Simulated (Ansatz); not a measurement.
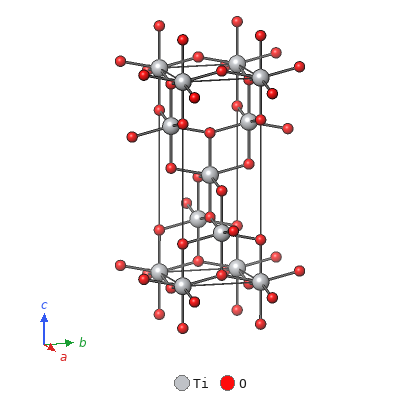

TiO₂, space group I4_1/amd (No. 141), a = 3.799 Å, b = 3.799 Å, c = 9.700 Å, α = 90.00°, β = 90.00°, γ = 90.00°. Source: the geometry relaxed with DFT, PBE, plane waves, PAW in Ansatz 0.2.0. Forms under 0.4 % of the area are left out.

> Estimate the growth shape by the BFDH rule (face distance proportional to 1/d, absences counted).

The forms computed, by share of the surface:

```csv
form,faces,d (Å),share of area (%)
{101},8,3.537,90.7
{004},2,2.425,9.3
```

Widths along a, b and c stand as 1.00 : 1.00 : 1.36.

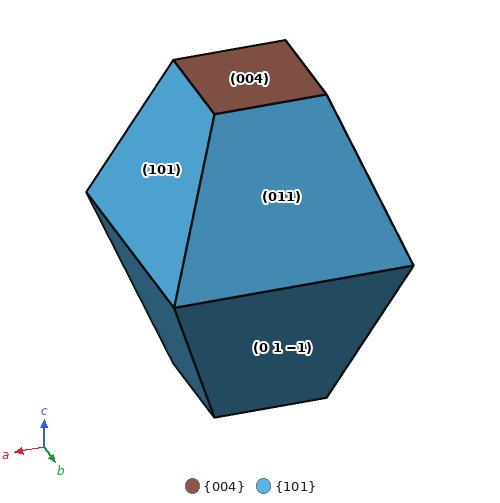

The computed shape, faces indexed. The rule is geometric and ignores bonding and growth conditions.
